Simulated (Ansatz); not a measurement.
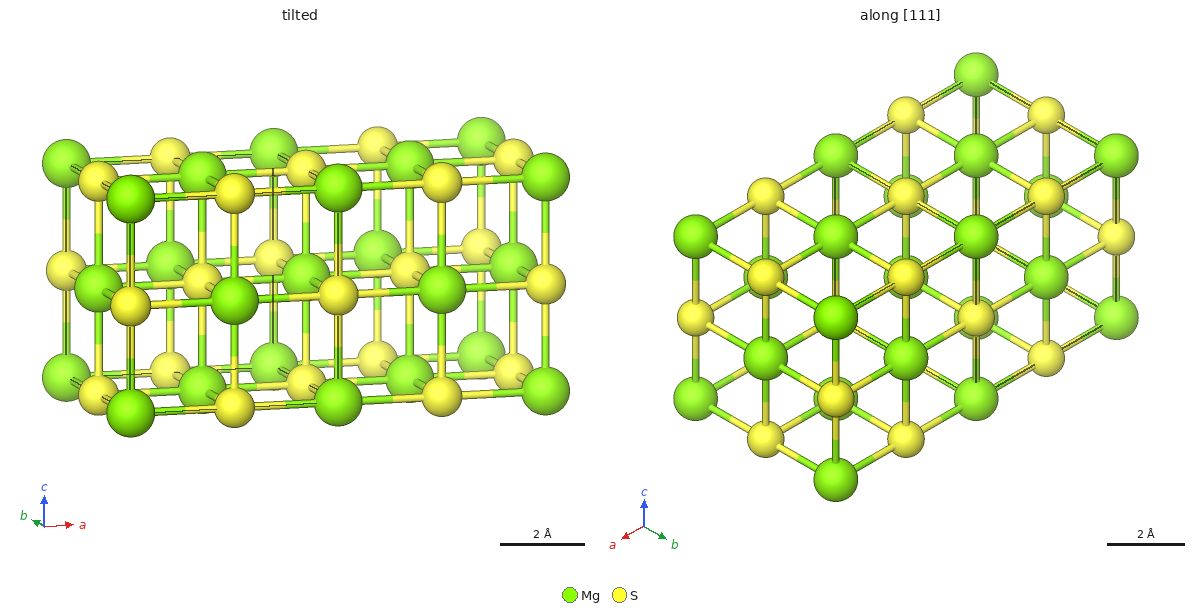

The crystal in a ball-and-stick representation, seen slightly off an axis and along [111]. The picture spans 2×1×1 cells, one conventional unit cell being drawn with solid lines.

- The solid is MgS.
- The symmetry is that of Fm-3m (No. 225), on a face-centred cubic lattice.
- Type of structure: rock salt (NaCl type).
- It has 8 atoms to the cell (4 Mg, 4 S).
- The Mg atoms are each bonded to six S in an octahedral arrangement at about 2.6 Å. Each S atom is coordinated by six Mg in an octahedral arrangement at about 2.6 Å.
- The bonds build a three-dimensional framework.

The cell started as a structure listed in the Materials Project. Earlier steps of the study may have refined or changed the cell and positions. Ansatz was used for an electronic-structure calculation on it.
